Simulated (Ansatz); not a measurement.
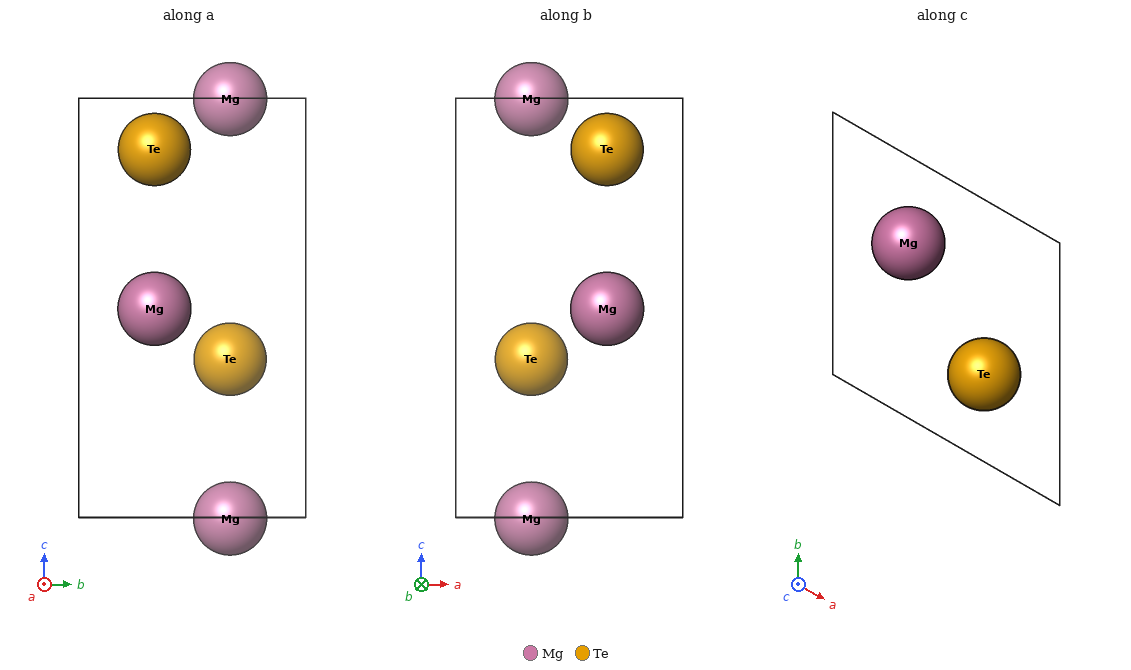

Structure drawing (spheres-only), viewed along the a axis, along the b axis and along the c axis. Lines trace the edges of the conventional unit cell.

Lattice parameters: a = 4.6234 Å, b = 4.6234 Å, c = 7.3936 Å, α = 90.000°, β = 90.000°, γ = 120.000°.

Transcribe the picture into a CIF with its space group and independent sites, with free fractional coordinates to two decimals.

```cif
data_structure
_symmetry_space_group_name_H-M 'P 63 m c'
_symmetry_Int_Tables_number 186
_cell_length_a 4.6234
_cell_length_b 4.6234
_cell_length_c 7.3936
_cell_angle_alpha 90.000
_cell_angle_beta 90.000
_cell_angle_gamma 120.000
_cell_volume 136.87
loop_
_atom_site_label
_atom_site_type_symbol
_atom_site_symmetry_multiplicity
_atom_site_Wyckoff_symbol
_atom_site_fract_x
_atom_site_fract_y
_atom_site_fract_z
_atom_site_occupancy
Mg1 Mg 2 b 0.3333 0.6667 0.00 1
Te1 Te 2 b 0.3333 0.6667 0.38 1
```

The structure comes from a structure type filled with these elements by a generator (whether the compound takes this form wasn't checked). The cell was then strained or its atoms displaced on purpose. Ansatz was used for an electronic-structure calculation on it.
